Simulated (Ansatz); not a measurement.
## Single-point calculation, with input and output: Li2TaO3

- system: Li2TaO3 (P4mm, 6 atoms in the cell)
- method: DFT PBE, scalar-relativistic, plane waves, PAW, no spin polarisation (Ansatz 0.2.0)

The structure was made by a generator, so it may or may not be a known phase. Figures and captions count atoms from 1; the log counts them from 0 in places.

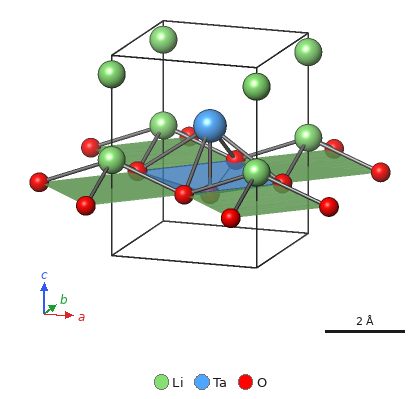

**Figure 1.** The input geometry (polyhedral view of the cell of the calculation, seen slightly off an axis; polyhedra are completed across the faces of the cell). An atom can appear more than once, as a periodic image.

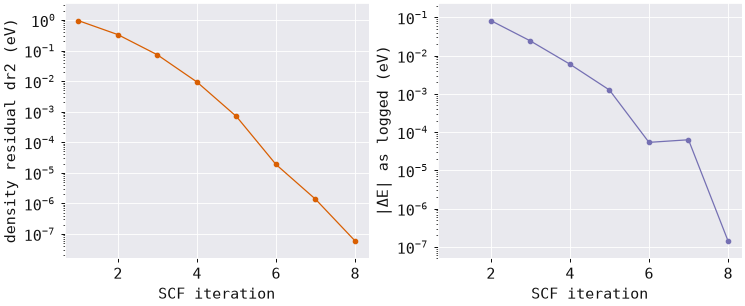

**Figure 2.** Convergence of the self-consistent field: density residual dr2 and size of the energy change against the SCF iteration. The residual falls at every step.

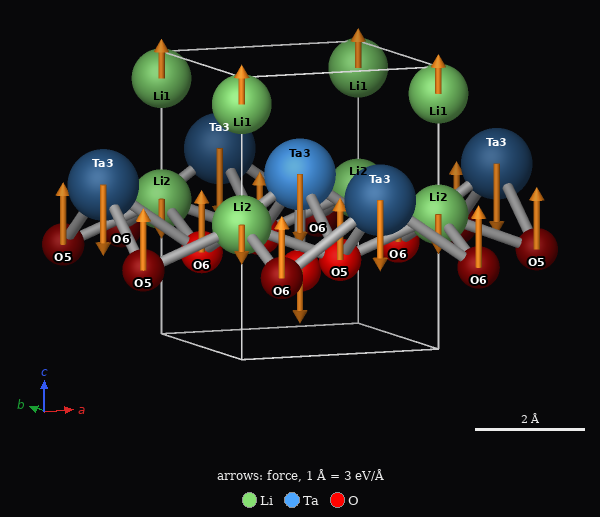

**Figure 3.** Forces on the atoms as orange arrows (ball-and-stick view of the cell of the calculation, seen slightly off an axis; neighbours outside the cell are drawn fainter; atoms are numbered from 1 in the order of the input). The largest act on Ta3 (3.98 eV/Å); O5, O6 (3.49 eV/Å); O4 (2.98 eV/Å); Li2 (2.23 eV/Å), among others. The geometry is not a stationary point of this energy.

These pictures come from the run below.

**Input file**
```yaml
crystal:
  lattice:
    - [3.92864691, 0.0, 0.0]
    - [0.0, 3.92864691, 0.0]
    - [0.0, 0.0, 5.2667507]
  atoms:
    - { symbol: Li, position: [0.0, 0.0, 0.90513735] }
    - { symbol: Li, position: [0.0, 0.0, 0.47695724] }
    - { symbol: Ta, position: [0.5, 0.5, 0.59198954] }
    - { symbol: O, position: [0.5, 0.5, 0.25119875] }
    - { symbol: O, position: [0.5, 0.0, 0.33520243] }
    - { symbol: O, position: [0.0, 0.5, 0.33520243] }
basis:
  ecutwfc: 420
kpoints:
  mp_grid: { grid: [4, 4, 4] }
hamiltonian:
  xc: pbe
scf:
  occupations: { method: gaussian, width: 0.1 }
  lower_state_search: "off"
output:
  forces: true
  stress: true
  eigenvalues: true
```

Command:
```bash
ansatz run input.yaml --threads 1 --pin off --max-ram 2560MiB --backend cpu --events-out ev --progress --plain --runs-dir out
```

**What the program printed**
```
Engine: ansatz 0.2.0, x86_64-unknown-linux-gnu
Pseudopotentials: kind: paw
Pseudopotential: Li, paw, valence charge 3, recommended cutoff 420 eV (normal), Li.paw.azcp
Pseudopotential: Ta, paw, valence charge 13, recommended cutoff 420 eV (normal), Ta.paw.azcp
Pseudopotential: O, paw, valence charge 6, recommended cutoff 420 eV (normal), O.paw.azcp
Functional definition: PBE
  parameter kappa = 0.804
  parameter beta = 0.06672455060314922
  exchange = pbe_x(kappa = kappa, mu = beta*pi^2/3)
  correlation = pbe_c(beta = beta)
Crystal: 6 atoms, lattice volume = 81.288 Å³
Basis set: ecut = 420 eV, 1593 PW (Γ), exchange–correlation on 54×54×72 points (8 copies of the dense FFT grid, shifted against one another)
Bands: 25, of which v1, the nominal top of the filled ones, is band 19 counted from 1 (18 counted from 0)
Symmetry: 8 space group operations
Space group: P4mm (ITA 99), of the structure as read, at distance tolerance 4.3e-5 Å
k-points: 18 of 64 (time reversal used)
Non-local potential: Li, projectors of the file, l = 0: 3, l = 1: 2, l = 2: 1
Non-local potential: Ta, projectors of the file, l = 0: 3, l = 1: 2, l = 2: 2, l = 3: 1
Non-local potential: O, projectors of the file, l = 0: 2, l = 1: 2, l = 2: 1
PAW form: soft (Blöchl's): semilocal exchange-correlation on the pseudo side does not see the compensation charge
PAW one-centre angular grid: Li, 110 points (default); XC on 64 Gauss nodes
PAW one-centre angular grid: Ta, 590 points (default); XC on 64 Gauss nodes
PAW one-centre angular grid: O, 110 points (default); XC on 64 Gauss nodes
Initial density: superposition of atomic densities (neutral atoms: chi_scale 0, normalization atom), corrected by the library's trained network
Initial wavefunctions: pseudopotential atomic-orbital guess
Functional: x = pbe(κ = 0.804, μ = 0.2195149727645171), c = pbe(β = 0.06672455060314922)
SCF iter   1: F=—  HF=-12037.667390 eV  |F-HF|=—  |Δ(HF+E_count)|=         —  Δρ=2.84e-2  dr2=9.54e-1  ethr=1.77e-3  ⟨swp⟩=5.6  Hψ=2047  notcnv=0
preconditioner: auto → LDOS  [insulator: Δε(μ)=0.158 eV  Ē_g=9.250 eV  σ=0.100 eV  W_gap=0.74  n_scr=20 (ndim 8)  ℏωp=20.6 eV  f_vac=0.036  D(μ)=2.07/eV (n_scr^D=14)  ε∞_Penn≈6.0  β→1.0]
SCF iter   2: F=—  HF=-12037.585120 eV  |F-HF|=—  |Δ(HF+E_count)|=   8.23e-2  Δρ=1.54e-2  dr2=3.32e-1  ethr=1.77e-3  ⟨swp⟩=2.0  Hψ=698  notcnv=0  defer=20
SCF iter   3: F=—  HF=-12037.560917 eV  |F-HF|=—  |Δ(HF+E_count)|=   2.42e-2  Δρ=8.00e-3  dr2=7.25e-2  ethr=8.96e-4  ⟨swp⟩=2.1  Hψ=656  notcnv=0  defer=20
SCF iter   4: F=—  HF=-12037.554946 eV  |F-HF|=—  |Δ(HF+E_count)|=   5.97e-3  Δρ=3.48e-3  dr2=9.38e-3  ethr=1.96e-4  ⟨swp⟩=1.2  Hψ=470  notcnv=0  defer=17
SCF iter   5: F=—  HF=-12037.553684 eV  |F-HF|=—  |Δ(HF+E_count)|=   1.26e-3  Δρ=9.36e-4  dr2=6.96e-4  ethr=2.53e-5  ⟨swp⟩=1.8  Hψ=518  notcnv=0  defer=14
SCF iter   6: F=—  HF=-12037.553630 eV  |F-HF|=—  |Δ(HF+E_count)|=   5.39e-5  Δρ=1.43e-4  dr2=1.88e-5  ethr=1.88e-6  ⟨swp⟩=2.1  Hψ=549  notcnv=0  defer=14
SCF iter   7: F=—  HF=-12037.553567 eV  |F-HF|=—  |Δ(HF+E_count)|=   6.30e-5  Δρ=4.19e-5  dr2=1.37e-6  ethr=5.08e-8  ⟨swp⟩=2.0  Hψ=726  notcnv=0  defer=14
SCF iter   8: F=-12037.553568 eV  HF=-12037.553568 eV  |F-HF|=2.11e-8  |Δ(HF+E_count)|=   1.43e-7  Δρ=8.77e-6  dr2=5.93e-8  ethr=2.70e-10  ⟨swp⟩=6.3  Hψ=1975  notcnv=0
SCF 1 converged in 8 iterations: F = -12037.553568 eV  dr2 = 5.93e-8
  greatest PAW one-centre occupation: 1.000 electrons in one spin orbital (limit 2), on the Li atom at site 1 (counted from 0), in its partial waves of l = 0
SCF converged after 8 iterations
Free energy (F): -12037.553568 eV
Harris-Foulkes:  -12037.553568 eV  (|F-HF|=2.11e-8)
Internal energy: -12037.539079 eV  (E = F + TS)
E sigma→0 (E₀):  -12037.546323 eV
Entropy (-TS):   -0.014488 eV (-2.415 meV/atom)
Fermi energy:    6.209723 eV
--- Per-component energies (eV) ---
  E_band       = -473.026465
  E_kinetic    = 921.545209
  E_local      = -2893.108658  (includes V_loc(G=0)·N_el)
  E_nonlocal   = 92.907389
  E_hartree    = 1076.789448
  E_xc         = -456.476617
  E_vxc        = -507.722690  (∫ρ·V_xc dr)
  E_paw        = -8908.648448  (= ΣΔE_a)
  E_vpaw       = -240.230835  (= ΣTr[D̂ρ^β])
  E_aug_tail   = 0.007129  (compensation charges beyond the density's cutoff)
  E_ewald      = -1870.554531
  E_smearing   = -0.014488  (= −TS)
  E_closure    = 0.000000  (closes the sum)
  Σ components = -12037.553568   (vs F -12037.553568, Δ=0.00e0)
--- Forces (eV/Å), atoms counted from 1 ---
  atom   1  Li     0.00000000     0.00000000     2.21932690
  atom   2  Li    -0.00000000     0.00000000    -2.22616244
  atom   3  Ta     0.00000000     0.00000000    -3.98406456
  atom   4  O     -0.00000000     0.00000000    -2.98365494
  atom   5  O      0.00000000     0.00000000     3.48731678
  atom   6  O     -0.00000000     0.00000000     3.48731678
  max |Σ_I F_I| component: 7.85e-5 eV/Å
--- Stress (GPa, compression-positive) ---
        3.804087       0.000000      -0.000000
        0.000000       3.804087       0.000000
       -0.000000       0.000000      -7.072670
  P = ⅓ Tr σ = 0.1785 GPa (1.785 kbar)
--- Band table (eV; the first three rows and the last of 18) ---
  k-point 0: bands = ["-63.0443", "-40.0587", "-38.3069", "-29.8017", "-29.4325", "-29.4325", "-13.7192", "-10.7811", "-9.6979", "-0.8171", "-0.8171", "1.1980", "1.9561", "2.8933", "3.9624", "3.9624", "4.6512", "6.9520", "7.4590", "7.4590", "7.8842", "8.0434", "8.0434", "8.9336", "12.4777"]
  k-point 1: bands = ["-63.0443", "-40.0587", "-38.3069", "-29.8024", "-29.4325", "-29.4325", "-13.7028", "-10.7803", "-9.6899", "-0.8341", "-0.8341", "0.7054", "2.0195", "2.8410", "3.9692", "3.9692", "5.1787", "6.9553", "7.5552", "7.5552", "8.0266", "8.0886", "8.0886", "9.1787", "12.4610"]
  k-point 2: bands = ["-63.0443", "-40.0586", "-38.3070", "-29.8031", "-29.4324", "-29.4324", "-13.6863", "-10.7794", "-9.6818", "-0.8507", "-0.8507", "0.3498", "1.9991", "2.7908", "3.9762", "3.9762", "5.6943", "6.9587", "7.6390", "7.6390", "8.1572", "8.1572", "8.1707", "9.3373", "12.2972"]
  k-point 17: bands = ["-63.0433", "-40.0581", "-38.3054", "-29.7926", "-29.4637", "-29.4637", "-12.3661", "-11.3877", "-11.3877", "1.0846", "1.5591", "2.2331", "2.2331", "3.1907", "3.6459", "3.8927", "3.8927", "5.2001", "5.5158", "6.6137", "6.6137", "8.9233", "8.9955", "10.9795", "11.8600"]
```

**Summary**

- outcome: converged
- space group (tolerance 0.01 Å): P4mm (99)
- electrons treated: 37
- free energy: −12037.5536 eV
- Fermi energy: 6.210 eV
- gap on the k-point mesh: none (metallic)
- pressure: 0.18 GPa
- largest force (length of the vector): 3.984 eV/Å
- hardware: 1 thread of Intel Xeon @ 2.50GHz (Skylake/Cascade Lake), 189 GiB of memory available, shared host
- wall time: 6.8 s
- peak memory: 0.34 GiB

**Remarks**

Spin–orbit coupling is left out, which matters for Ta. The cell holds an odd number of electrons but the run has no spin polarisation, so a band is left half filled.
